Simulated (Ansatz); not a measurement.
Run report: SrO, geometry relaxation (part 1 of 2)

The run: geometry relaxation of SrO (Fm-3m, 2 atoms in the cell). Method and program: DFT PBEsol, scalar-relativistic, plane waves, PAW, no spin polarisation (Ansatz 0.2.0).

The structure derives from an entry of the Crystallography Open Database. Figures and captions count atoms from 1; the log counts them from 0 in places.

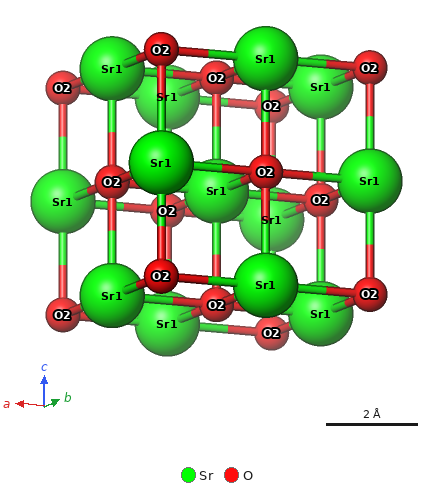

**Figure 1.** The starting structure (ball-and-stick view of the cell 4 times as large as that of the calculation, set on its symmetry axes, seen at an oblique angle; atoms are numbered from 1 in the order of the input). Near neighbours in the crystal (not all of them lie inside the picture): Sr has 6 O at 2.56 Å; O has 6 Sr at 2.56 Å.

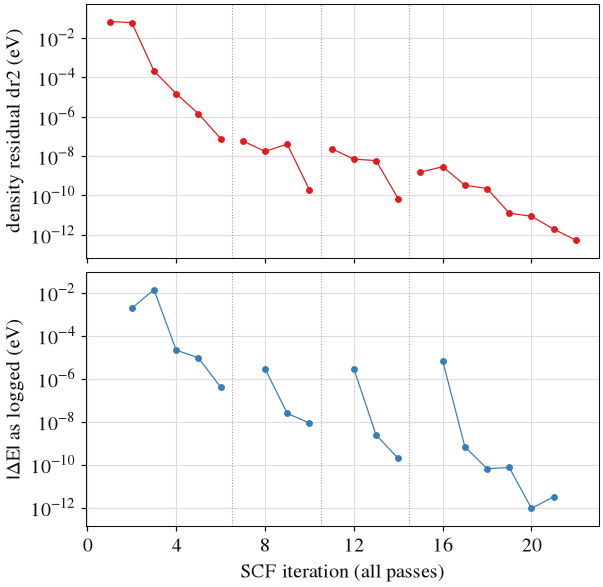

**Figure 2.** Convergence of the self-consistent field: density residual dr2 and size of the energy change against the SCF iteration. The dotted lines part the SCF passes of the relaxation: geometry steps, rejected trials and re-solves on a re-selected basis. The passes take 6, 4, 4 and 8 iterations.

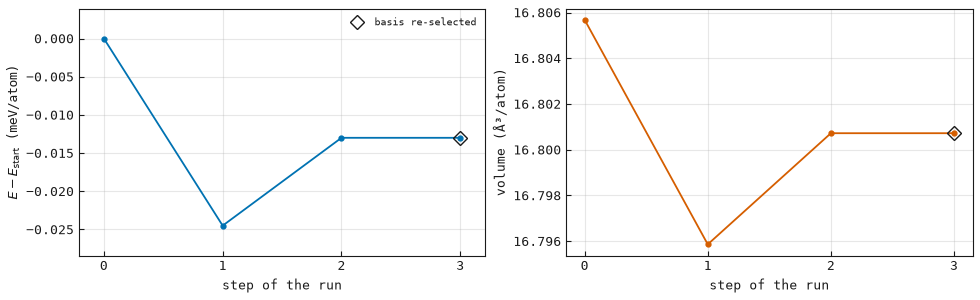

**Figure 3.** Progress of the relaxation, step by step (the first geometry is step 0 here and step 1 in the log). The energy falls by next to nothing (0.0 meV per atom) in 2 geometry steps. All forces vanish by symmetry, so only the cell relaxes. The pressure goes from −0.03 to 0.00 GPa. No atom moves by more than 0.005 Å. The lattice vectors keep their values. The space group stays Fm-3m (No. 225). A last SCF at the same geometry on a re-selected plane-wave basis shifts the energy by next to nothing (0.0 meV per atom).

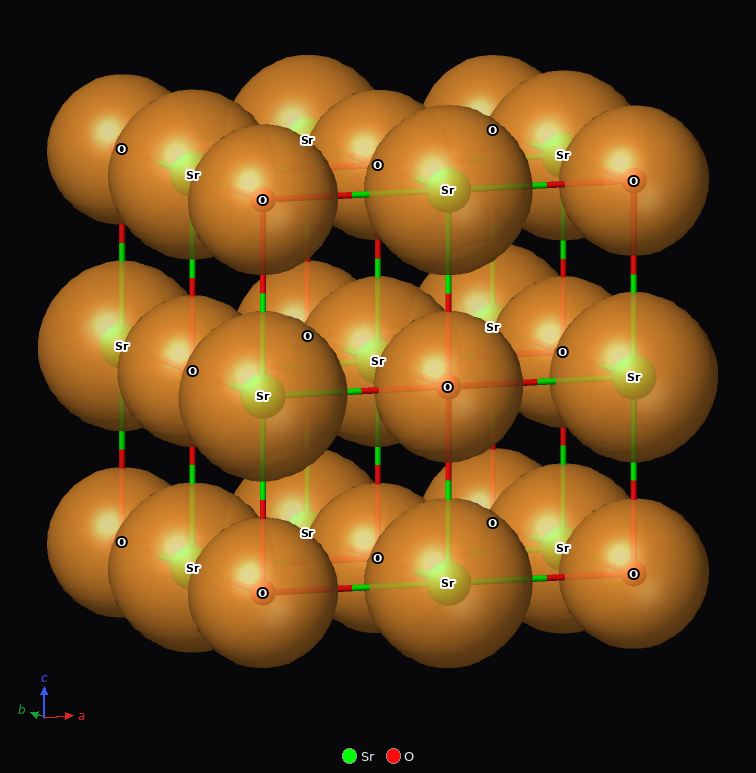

**Figure 4.** Isosurface of the valence charge density (pseudo) at 0.4 e/Å³ (orange), seen slightly off an axis. Sticks mark near contacts. The outline is the cell set on symmetry axes. At this value the density breaks into separate islands; it holds about 80 % of the electrons treated as valence (semicore included). It is pinched off along the Sr–O (2.56 Å) contacts. On the grid the lowest density along these lines, outside the cores, is 0.24 e/Å³ (Sr–O, 2.56 Å). The fields are those of the smooth PAW valence density.

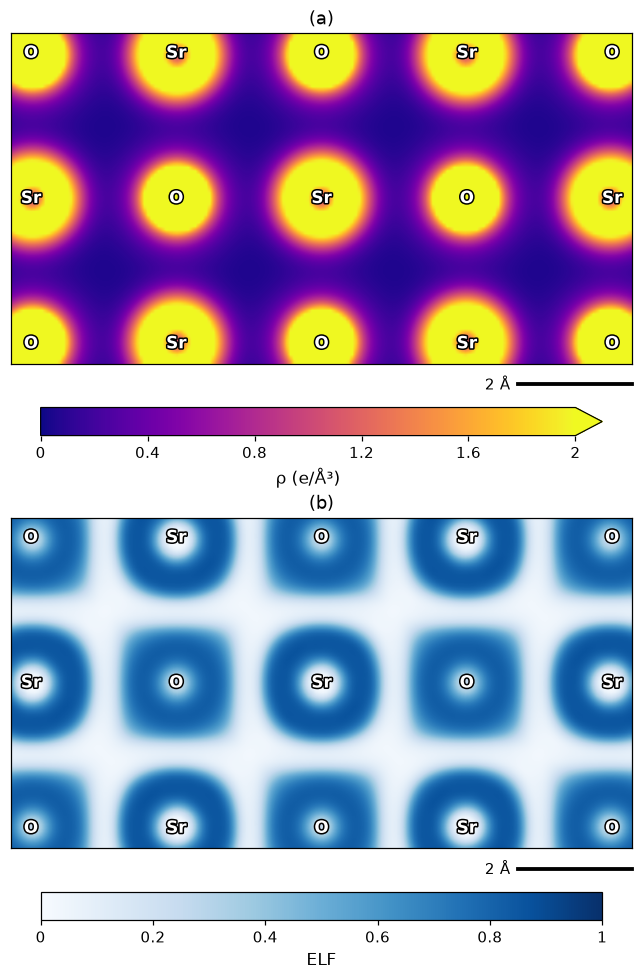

**Figure 5.** (a) valence pseudo-density; (b) ELF on the (100) plane of the conventional cell. The plane passes through Sr and O nuclei. Sr–O (2.56 Å): ρ at the midpoint is about 0.24 e/Å³; the ELF is about 0.10 at the midpoint (a largely ionic contact). Away from the nuclei the density in this plane falls to 0.06 e/Å³ at its lowest. The strong features right at Sr lie inside the PAW spheres (semicore, d or f shells) and say nothing about bonding.

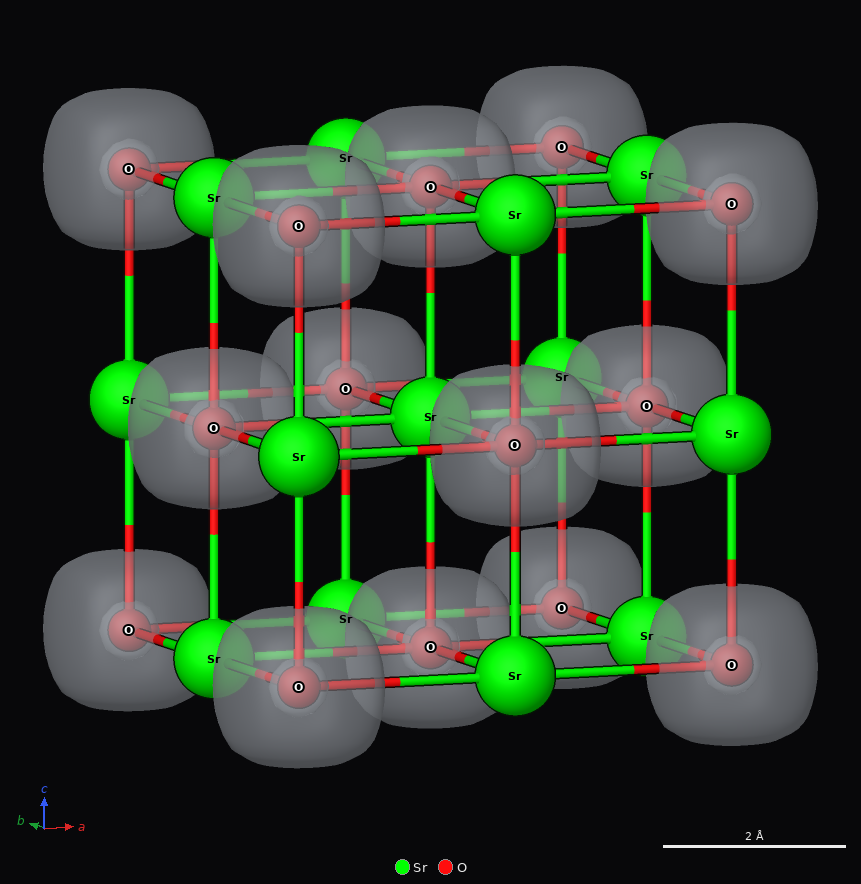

**Figure 6.** Isosurface of the electron localisation function at 0.65 (grey), seen slightly off an axis. Core shells and regions of very low density are left out. Sticks mark near contacts. The outline is the cell set on symmetry axes. Values along the shortest contacts: Sr–O (2.56 Å): the ELF is about 0.10 at the midpoint (two separate closed shells).

The input that produced these results follows, with the program's output.

## Input file
```yaml
crystal:
  lattice:
    - [0.0, 2.5614471236, 2.5614471236]
    - [2.5614471236, 0.0, 2.5614471236]
    - [2.5614471236, 2.5614471236, 0.0]
  atoms:
    - { symbol: Sr, position: [0.5, 0.5, 0.5] }
    - { symbol: O, position: [0.0, 0.0, 0.0] }
basis:
  ecutwfc: 420
kpoints:
  mp_grid: { grid: [8, 8, 8] }
hamiltonian:
  xc: pbesol
scf:
  occupations: { method: fixed }
output:
  forces: true
  stress: true
  eigenvalues: true
  write_density: true
  write_potential: true
  elf: true
  volumetric_format: npy
relax:
  adjacent_minimum: "off"
  f_tol: 0.001
  max_steps: 60
  cell: { stress_tol: 0.01 }
```

Launched with:
```bash
ansatz run input.yaml --threads 1 --pin off --max-ram 2560MiB --backend cpu --events-out ev --progress --plain --runs-dir out
```

## What the program printed
```
Engine: ansatz 0.2.0, aarch64-unknown-linux-gnu
Pseudopotentials: kind: paw
Pseudopotential: Sr, paw, valence charge 10, recommended cutoff 420 eV (normal), Sr.paw.azcp
Pseudopotential: O, paw, valence charge 6, recommended cutoff 420 eV (normal), O.paw.azcp
Functional definition: PBEsol
  exchange = pbesol_x
  correlation = pbesol_c
Crystal: 2 atoms, lattice volume = 33.611 Å³
Basis set: ecut = 420 eV, 645 PW (Γ), exchange–correlation on 50×50×50 points (8 copies of the dense FFT grid, shifted against one another)
Bands: 12, of which v1, the nominal top of the filled ones, is band 8 counted from 1 (7 counted from 0)
Symmetry: 48 space group operations
Space group: Fm-3m (ITA 225), of the structure as read, at distance tolerance 3.2e-5 Å
k-points: 29 of 512
Non-local potential: Sr, projectors of the file, l = 0: 3, l = 1: 2, l = 2: 2
Non-local potential: O, projectors of the file, l = 0: 2, l = 1: 2, l = 2: 1
PAW form: soft (Blöchl's): semilocal exchange-correlation on the pseudo side does not see the compensation charge
PAW frozen core: Sr, regenerated for the run's functional, and the local potential with it (the file was generated under x = pbe(κ = 0.804, μ = 0.2195149727645171), c = pbe(β = 0.06672455060314922))
PAW frozen core: O, regenerated for the run's functional, and the local potential with it (the file was generated under x = pbe(κ = 0.804, μ = 0.2195149727645171), c = pbe(β = 0.06672455060314922))
PAW one-centre angular grid: Sr, 110 points (default); XC on 64 Gauss nodes
PAW one-centre angular grid: O, 110 points (default); XC on 64 Gauss nodes
Initial density: superposition of atomic densities (neutral atoms: chi_scale 0, normalization atom), corrected by the library's trained network
Initial wavefunctions: pseudopotential atomic-orbital guess
Functional: x = pbesol(κ = 0.804, μ = 0.12345679012345678), c = pbesol(β = 0.046)
SCF iter   1: F=—  HF=-4056.131014 eV  |F-HF|=—  |Δ(HF+E_count)|=         —  Δρ=1.45e-2  dr2=6.74e-2  ethr=1.77e-3  ⟨swp⟩=5.8  Hψ=2227  notcnv=0  defer=51
preconditioner: auto → none  [insulator: Δε(μ)=2.957 eV  Ē_g=16.045 eV  n_scr=8 (ndim 8)  ℏωp=24.0 eV  f_vac=0.000  ε∞_Penn≈3.2]
SCF iter   2: F=—  HF=-4056.129143 eV  |F-HF|=—  |Δ(HF+E_count)|=   1.87e-3  Δρ=1.41e-2  dr2=5.94e-2  ethr=4.21e-4  ⟨swp⟩=2.0  Hψ=776  notcnv=0  defer=55
SCF iter   3: F=—  HF=-4056.115512 eV  |F-HF|=—  |Δ(HF+E_count)|=   1.36e-2  Δρ=8.45e-4  dr2=2.10e-4  ethr=3.71e-4  ⟨swp⟩=2.0  Hψ=487  notcnv=0  defer=49
SCF iter   4: F=—  HF=-4056.115533 eV  |F-HF|=—  |Δ(HF+E_count)|=   2.11e-5  Δρ=3.44e-4  dr2=1.47e-5  ethr=1.31e-6  ⟨swp⟩=2.0  Hψ=588  notcnv=0  defer=56
SCF iter   5: F=—  HF=-4056.115543 eV  |F-HF|=—  |Δ(HF+E_count)|=   9.16e-6  Δρ=7.26e-5  dr2=1.42e-6  ethr=9.21e-8  ⟨swp⟩=2.0  Hψ=576  notcnv=0  defer=30
SCF iter   6: F=-4056.115542 eV  HF=-4056.115542 eV  |F-HF|=5.70e-8  |Δ(HF+E_count)|=   4.02e-7  Δρ=1.78e-5  dr2=7.75e-8  ethr=6.25e-10  ⟨swp⟩=11.2  Hψ=3086  notcnv=0
SCF 1 converged in 6 iterations: F = -4056.115542 eV  dr2 = 7.75e-8
  greatest PAW one-centre occupation: 0.987 electrons in one spin orbital (limit 2), on the Sr atom at site 0 (counted from 0), in its partial waves of l = 0
relax step   1: F+E_penalty+E_count = -4056.11554212 eV  Δ(F+E_penalty+E_count) = +0.000e0 eV  max|allowed force component| = 6.574e-29 eV/Å  Δτ_max = 0.0000 Å  P = -0.029 GPa  Ω = 33.611 Å³  (6 SCF iters, dr2 threshold 1.00e-7 eV, accepted)
Crystal: 2 atoms, lattice volume = 33.592 Å³
Initial density: handed on by an earlier stage of this run
Initial wavefunctions: those handed on with the density
iter 1 solved again at ethr=2.74e-10 eV; its pass at ethr=3.10e-3 eV (dr2=4.38e-8 eV) is discarded
```
